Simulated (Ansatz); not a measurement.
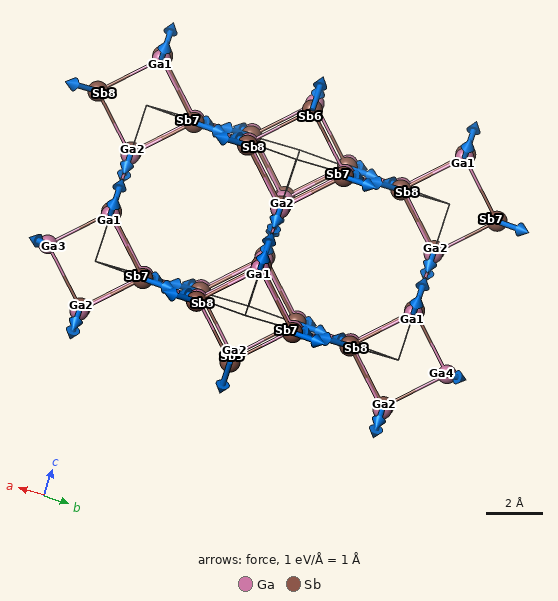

Starting geometry of a crystal of GaSb (a generated structure, set up in I-43m) (coarse preliminary run) with the computed forces as blue arrows. A ball-and-stick model of the cell of the calculation, seen from a free direction.

All numbers below come from DFT PBE, scalar-relativistic, plane waves, PAW (Ansatz 0.2.0).

Input
```yaml
crystal:
  lattice:
    - [-4.08952287, 4.08952287, 4.08952287]
    - [4.08952287, -4.08952287, 4.08952287]
    - [4.08952287, 4.08952287, -4.08952287]
  atoms:
    - { symbol: Ga, position: [0.31719804, 0.31719804, 0.31719804] }
    - { symbol: Ga, position: [0.0, 0.0, 0.68280196] }
    - { symbol: Ga, position: [0.0, 0.68280196, 0.0] }
    - { symbol: Ga, position: [0.68280196, 0.0, 0.0] }
    - { symbol: Sb, position: [0.68280196, 0.68280196, 0.68280196] }
    - { symbol: Sb, position: [0.0, 0.0, 0.31719804] }
    - { symbol: Sb, position: [0.0, 0.31719804, 0.0] }
    - { symbol: Sb, position: [0.31719804, 0.0, 0.0] }
basis:
  ecutwfc: 420
kpoints:
  mp_grid: { grid: [4, 4, 4] }
hamiltonian:
  xc: pbe
scf:
  occupations: { method: gaussian, width: 0.1 }
  lower_state_search: "off"
output:
  forces: true
  stress: true
  eigenvalues: true
relax:
  adjacent_minimum: "off"
  f_tol: 0.04
  max_steps: 70
  cell: { stress_tol: 0.4 }
```

Command:
```bash
ansatz run input.yaml --threads 1 --pin off --max-ram 2560MiB --backend cpu --events-out ev --progress --plain --runs-dir out
```

Is this structure relaxed? If not, where do the atoms go?

Answer. It isn't relaxed: the largest force vector, on Sb atoms, is 1.53 eV/Å. The final displacements follow the starting forces only in part (cosine between the two patterns 0.56). The energy falls by 0.824 eV per cell of the calculation in 4 accepted moves (5 points after the start). Largest force component: 0.89 eV/Å at the start, 0.0047 eV/Å at the end. Pressure: 6.34 GPa at the start and −0.02 GPa at the end. The SCF was repeated once at an unchanged geometry on a basis and grid sized afresh for the cell, which shifted the energy by 5.7 meV per cell of the calculation at most. The largest moves relative to the cell, 0.080 Å, are those of Sb5, Sb6, Sb7 and Sb8. Sb8 goes along +a. By element the largest moves are Sb 0.080 Å, Ga 0.037 Å. Cell: a = b = c 7.083 → 7.400 Å (+4.5 %). Volume +14.0 %. Among the contacts that change: Ga1–Sb6 2.594 → 2.737 Å, Ga1–Sb5 2.590 → 2.663 Å. Bond angles that change, for instance: Ga1–Sb6–Ga3 90.0° → 87.1°, Sb5–Ga2–Sb7 90.0° → 92.8°, Ga1–Sb6–Ga2 125.3° → 127.3°. The space group stays I-43m (No. 217). The run took 75 s on 1 thread of Arm Neoverse V2, on a shared host, peak memory 0.53 GiB.
